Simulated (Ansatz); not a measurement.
# Ta$_{2}$Si: a changed input and its effect

System: Ta$_{2}$Si (I4/mcm, 6 atoms in the cell).
Method of run 1: DFT r2SCAN, scalar-relativistic, plane waves, PAW, no spin polarisation (Ansatz 0.2.0).

The structure derives from a Materials Project entry. Text and figures count atoms from 1; the logs count them from 0 in places.

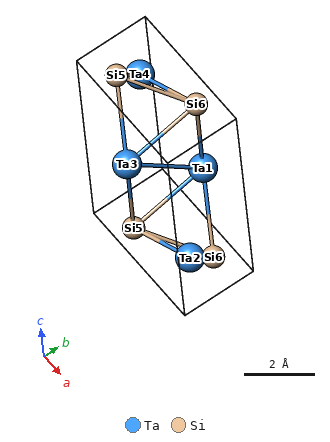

Figure 1. The structure as given in the input (ball-and-stick view of the cell of the calculation, seen slightly off an axis; atoms are numbered from 1 in the order of the input). An atom can appear more than once, as a periodic image. Near neighbours in the periodic cell (some may lie outside the picture): Ta has 4 Si at 2.63 Å and 3 Ta at 2.86 to 2.94 Å; Si has 2 Si at 2.52 Å and 8 Ta at 2.63 Å.

**The input, run 1**
```yaml
crystal:
  lattice:
    - [-3.0877629443, 3.0877629443, 2.5236412193]
    - [3.0877629443, -3.0877629443, 2.5236412193]
    - [3.0877629443, 3.0877629443, -2.5236412193]
  atoms:
    - { symbol: Ta, position: [0.66359321, 0.83640679, 0.5] }
    - { symbol: Ta, position: [0.83640679, 0.33640679, 0.17281358] }
    - { symbol: Ta, position: [0.33640679, 0.16359321, 0.5] }
    - { symbol: Ta, position: [0.16359321, 0.66359321, 0.82718642] }
    - { symbol: Si, position: [0.25, 0.25, 0.0] }
    - { symbol: Si, position: [0.75, 0.75, 0.0] }
basis:
  ecutwfc: 500
kpoints:
  mp_grid: { grid: [10, 10, 10] }
hamiltonian:
  xc: r2scan
scf:
  occupations: { method: gaussian, width: 0.1 }
output:
  forces: true
  stress: true
  eigenvalues: true
  populations: true
  write_density: true
  write_potential: true
  elf: true
  volumetric_format: npy
```

Launched with:
```bash
ansatz run input.yaml --threads 1 --pin off --max-ram 2560MiB --backend cpu --events-out ev --progress --plain --runs-dir out
```

Hardware: 1 thread of Intel Xeon @ 2.50GHz (Skylake/Cascade Lake), 189 GiB of memory available, shared host.

**Output, shortened to warnings, some set-up lines, iterations and results (run 1)**
```
Basis set: ecut = 500 eV, 2473 PW (Γ), exchange–correlation on 160×160×160 points (64 copies of the dense FFT grid, shifted against one another)
Symmetry: 16 space group operations
k-points: 102 of 1000
Initial density: superposition of atomic densities (neutral atoms: chi_scale 0, normalization atom), corrected by the library's trained network
[...]
SCF iter   1: F=—  HF=-41058.992182 eV  |F-HF|=—  |Δ(HF+E_count)|=         —  Δρ=5.85e-3  dr2=2.36e-2  dr2_τ=9.80e-2  ethr=1.77e-3  ⟨swp⟩=5.7  Hψ=15772  notcnv=0
SCF iter   2: F=—  HF=-41059.078765 eV  |F-HF|=—  |Δ(HF+E_count)|=   8.66e-2  Δρ=4.02e-3  dr2=9.65e-3  dr2_τ=7.53e-4  ethr=3.93e-5  ⟨swp⟩=2.0  Hψ=7020  notcnv=0
SCF iter   3: F=—  HF=-41059.081150 eV  |F-HF|=—  |Δ(HF+E_count)|=   2.38e-3  Δρ=4.58e-4  dr2=1.96e-4  dr2_τ=1.26e-4  ethr=1.61e-5  ⟨swp⟩=2.0  Hψ=5119  notcnv=0
SCF iter   4: F=—  HF=-41059.081188 eV  |F-HF|=—  |Δ(HF+E_count)|=   3.76e-5  Δρ=1.43e-4  dr2=1.57e-5  dr2_τ=9.29e-7  ethr=3.26e-7  ⟨swp⟩=2.3  Hψ=5745  notcnv=0
SCF iter   5: F=—  HF=-41059.081186 eV  |F-HF|=—  |Δ(HF+E_count)|=   1.27e-6  Δρ=2.41e-5  dr2=5.28e-7  dr2_τ=1.27e-7  ethr=2.62e-8  ⟨swp⟩=2.0  Hψ=5101  notcnv=0
SCF iter   6: F=-41059.081186 eV  HF=-41059.081186 eV  |F-HF|=1.10e-8  |Δ(HF+E_count)|=   1.08e-7  Δρ=9.29e-6  dr2=5.81e-8  dr2_τ=4.45e-9  ethr=1.67e-10  ⟨swp⟩=14.3  Hψ=27959 …
SCF 1 converged in 6 iterations: F = -41059.081186 eV  dr2 = 5.81e-8
SCF converged after 6 iterations
Free energy (F): -41059.081186 eV
Harris-Foulkes:  -41059.081186 eV  (|F-HF|=1.10e-8)
Internal energy: -41059.066252 eV  (E = F + TS)
E sigma→0 (E₀):  -41059.073719 eV
Entropy (-TS):   -0.014935 eV (-2.489 meV/atom)
Fermi energy:    17.510796 eV
--- Per-component energies (eV) ---
  E_band       = -472.677423
  E_kinetic    = 1556.797586
  E_local      = -2485.612634  (includes V_loc(G=0)·N_el)
  E_nonlocal   = 106.666406
  E_hartree    = 891.897323
  E_xc         = -926.282603
  E_vxc        = -995.311768  (∫ρ·V_xc dr)
  E_paw        = -34731.262810  (= ΣΔE_a)
  E_vpaw       = -487.622553  (= ΣTr[D̂ρ^β])
  E_aug_tail   = 0.000329  (compensation charges beyond the density's cutoff)
  E_vtau       = 48.614877  (kinetic-family band-sum trace: ∫τ·v_τ [+ j·A + Jᵃ·Aᵃ] dr)
  E_ewald      = -5468.091862
  E_core_change = -3.177987  (= ΣΔE_core)
  E_smearing   = -0.014935  (= −TS)
  E_closure    = 0.000000  (closes the sum)
  Σ components = -41059.081186   (vs F -41059.081186, Δ=0.00e0)
--- Forces (eV/Å), atoms counted from 1 ---
  atom   1  Ta     0.00016517    -0.00016517    -0.00000000
  atom   2  Ta     0.00016517     0.00016517     0.00000000
  atom   3  Ta    -0.00016517     0.00016517     0.00000000
  atom   4  Ta    -0.00016517    -0.00016517     0.00000000
  atom   5  Si    -0.00000000     0.00000000     0.00000000
  atom   6  Si     0.00000000     0.00000000     0.00000000
  max |Σ_I F_I| component: 1.39e-17 eV/Å
--- Stress (GPa, compression-positive) ---
       -0.567684       0.000000       0.000000
        0.000000      -0.567684      -0.000000
        0.000000       0.000000      -0.231274
  P = ⅓ Tr σ = -0.4555 GPa (-4.555 kbar)
--- Löwdin populations: 6 sites ---
  site symbol       q [e]
     0     Ta     12.7630
     1     Ta     12.7630
     2     Ta     12.7630
     3     Ta     12.7630
     4     Si      4.1701
     5     Si      4.1701
  spilling = 0.010126 (of n_electrons = 60.000000)
```

The input of run 2 differs as follows (lines with − go, lines with + come):
```diff
-  ecutwfc: 500
+  ecutwfc: 420
-  xc: r2scan
+  xc: lda
-  populations: true
```

Predict how the results change.

The total energies belong to different methods, so their difference says nothing on which is more stable or more accurate. The pressure goes from −0.46 to −7.62 GPa. The largest force goes from 0.000 to 0.037 eV/Å. The functional changes from r2SCAN to LDA. The number of SCF iterations is the same. The plane waves at Γ go from 2473 to 1945. On the same kind of shared host run 2 took about 0.53 times as long.

**Output, shortened to warnings, some set-up lines, iterations and results (run 2)**
```
Basis set: ecut = 420 eV, 1945 PW (Γ)
Symmetry: 16 space group operations
k-points: 102 of 1000
Initial density: superposition of atomic densities (neutral atoms: chi_scale 0, normalization atom), corrected by the library's trained network
[...]
SCF iter   1: F=—  HF=-39951.183973 eV  |F-HF|=—  |Δ(HF+E_count)|=         —  Δρ=5.17e-3  dr2=1.85e-2  ethr=1.77e-3  ⟨swp⟩=5.6  Hψ=15401  notcnv=0
SCF iter   2: F=—  HF=-39951.181267 eV  |F-HF|=—  |Δ(HF+E_count)|=   2.71e-3  Δρ=3.05e-3  dr2=5.85e-3  ethr=3.08e-5  ⟨swp⟩=2.0  Hψ=5031  notcnv=0  defer=1
SCF iter   3: F=—  HF=-39951.180209 eV  |F-HF|=—  |Δ(HF+E_count)|=   1.06e-3  Δρ=4.16e-4  dr2=1.44e-4  ethr=9.76e-6  ⟨swp⟩=2.2  Hψ=4573  notcnv=0  defer=1
SCF iter   4: F=—  HF=-39951.180169 eV  |F-HF|=—  |Δ(HF+E_count)|=   3.93e-5  Δρ=8.30e-5  dr2=3.05e-6  ethr=2.40e-7  ⟨swp⟩=2.0  Hψ=5021  notcnv=0  defer=1
SCF iter   5: F=—  HF=-39951.180167 eV  |F-HF|=—  |Δ(HF+E_count)|=   2.71e-6  Δρ=7.39e-6  dr2=6.43e-8  ethr=5.08e-9  ⟨swp⟩=2.0  Hψ=5058  notcnv=0  defer=1
SCF iter   6: F=-39951.180167 eV  HF=-39951.180167 eV  |F-HF|=4.26e-9  |Δ(HF+E_count)|=   1.14e-8  Δρ=1.78e-6  dr2=5.61e-9  ethr=1.07e-10  ⟨swp⟩=10.3  Hψ=24918  notcnv=0
SCF 1 converged in 6 iterations: F = -39951.180167 eV  dr2 = 5.61e-9
SCF converged after 6 iterations
Free energy (F): -39951.180167 eV
Harris-Foulkes:  -39951.180167 eV  (|F-HF|=4.26e-9)
Internal energy: -39951.163952 eV  (E = F + TS)
E sigma→0 (E₀):  -39951.172059 eV
Entropy (-TS):   -0.016215 eV (-2.703 meV/atom)
Fermi energy:    17.238414 eV
--- Per-component energies (eV) ---
  E_band       = -435.788430
  E_kinetic    = 1554.287229
  E_local      = -2515.734380  (includes V_loc(G=0)·N_el)
  E_nonlocal   = 133.266484
  E_hartree    = 894.158093
  E_xc         = -982.133057
  E_vxc        = -917.259815  (∫ρ·V_xc dr)
  E_paw        = -33568.121330  (= ΣΔE_a)
  E_vpaw       = -478.666372  (= ΣTr[D̂ρ^β])
  E_aug_tail   = 0.000600  (compensation charges beyond the density's cutoff)
  E_ewald      = -5468.091862
  E_core_change = 1.204273  (= ΣΔE_core)
  E_smearing   = -0.016215  (= −TS)
  E_closure    = 0.000000  (closes the sum)
  Σ components = -39951.180167   (vs F -39951.180167, Δ=0.00e0)
--- Forces (eV/Å), atoms counted from 1 ---
  atom   1  Ta     0.02614936    -0.02614936    -0.00000000
  atom   2  Ta     0.02614936     0.02614936     0.00000000
  atom   3  Ta    -0.02614936     0.02614936    -0.00000000
  atom   4  Ta    -0.02614936    -0.02614936     0.00000000
  atom   5  Si     0.00000000     0.00000000     0.00000000
  atom   6  Si    -0.00000000    -0.00000000     0.00000000
  max |Σ_I F_I| component: 9.02e-17 eV/Å
--- Stress (GPa, compression-positive) ---
       -8.090771      -0.000000       0.000000
       -0.000000      -8.090771       0.000000
       -0.000000       0.000000      -6.681409
  P = ⅓ Tr σ = -7.6210 GPa (-76.210 kbar)
```

**The two runs side by side**

```tsv
quantity	run 1	run 2
outcome	converged	converged
free energy per atom (eV)	−6843.1802	−6658.5300
energy per atom, smearing taken to zero (eV)	−6843.1790	−6658.5287
gap on the mesh (eV)	0.00	0.00
pressure (GPa)	−0.46	−7.62
largest force (eV/Å)	0.000	0.037
SCF iterations	6	6
irreducible k-points	102	102
plane waves at Γ	2473	1945
wall time (shared host)	96 s	51 s
```

For both runs: Spin–orbit coupling is left out, which matters for Ta. For run 2: The cell is under a tension of 7.6 GPa at this level, so it is not at its equilibrium volume.
